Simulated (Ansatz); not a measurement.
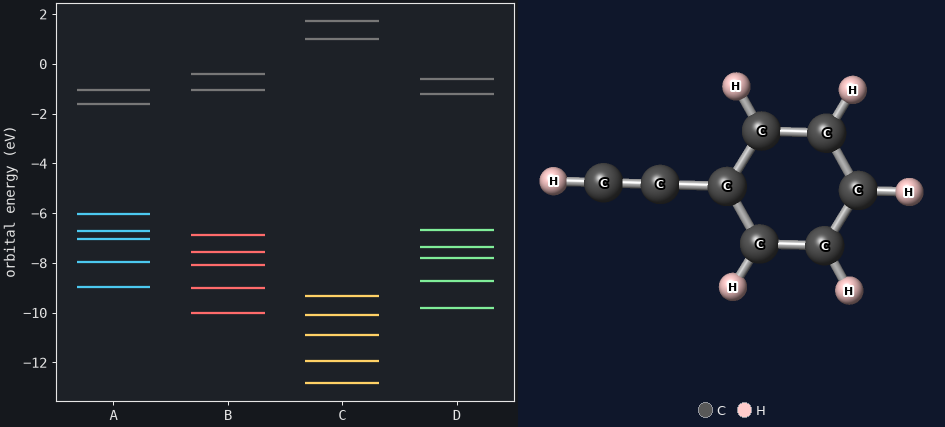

Frontier orbital energies of C₈H₆, SMILES C#Cc1ccccc1 at one geometry, def2-TZVPP, the Ansatz code 0.2.0, at a PBE0-D4/def2-TZVP geometry (a minimum by its frequencies). Empty levels are grey, levels within 0.1 eV stand side by side; all columns show the same few orbitals around the gap.

**The columns come from B3LYP, B97M-V, LC-wPBE and PBE0. Which is which?**

A: B97M-V (HOMO −6.04, LUMO −1.63, separation 4.41 eV)
B: PBE0 (HOMO −6.89, LUMO −1.04, separation 5.85 eV)
C: LC-wPBE (HOMO −9.34, LUMO 1.00, separation 10.33 eV)
D: B3LYP (HOMO −6.67, LUMO −1.20, separation 5.47 eV)

Limits of at least one run: empty levels above zero depend strongly on the basis.
